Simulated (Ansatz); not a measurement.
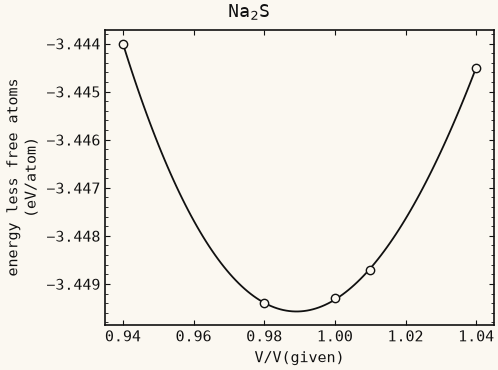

The picture above shows the energy less free atoms against V/V(given) for Na₂S, space group Fm-3m (No. 225).

Structure:
```xyz
3
Lattice="0.0000 3.2630 3.2630 3.2630 0.0000 3.2630 3.2630 3.2630 0.0000" Properties=species:S:1:pos:R:3 pbc="T T T"
Na    1.6315    1.6315    1.6315
Na    4.8945    4.8945    4.8945
S     0.0000    0.0000    0.0000
```

How it was computed, with Ansatz 0.2.0: periodic Kohn-Sham DFT of a crystal at fixed atoms, scaled to the stated factor times the given cell; pressure positive in compression, energy less spherical unpolarised free atoms. Level: PBEsol.

method all-electron LAPW; relativity scalar; k mesh 8×8×8; occupations Fermi–Dirac; smearing width 0.02 eV; basis error target 1 (meV/atom); nucleus Gaussian.

V(given) is 23.16 Å³/atom.

From this curve and the settings, what does the calculation give for the pressure at the same points?

The pressure falls from 1.668 GPa at V/V(given) 0.94 to −1.331 GPa at 1.04, and changes sign near 0.99.

| V/V(given) | pressure (GPa) |
| --- | --- |
| 0.94 | 1.668 |
| 0.98 | 0.273 |
| 1.00 | −0.320 |
| 1.01 | −0.593 |
| 1.04 | −1.331 |
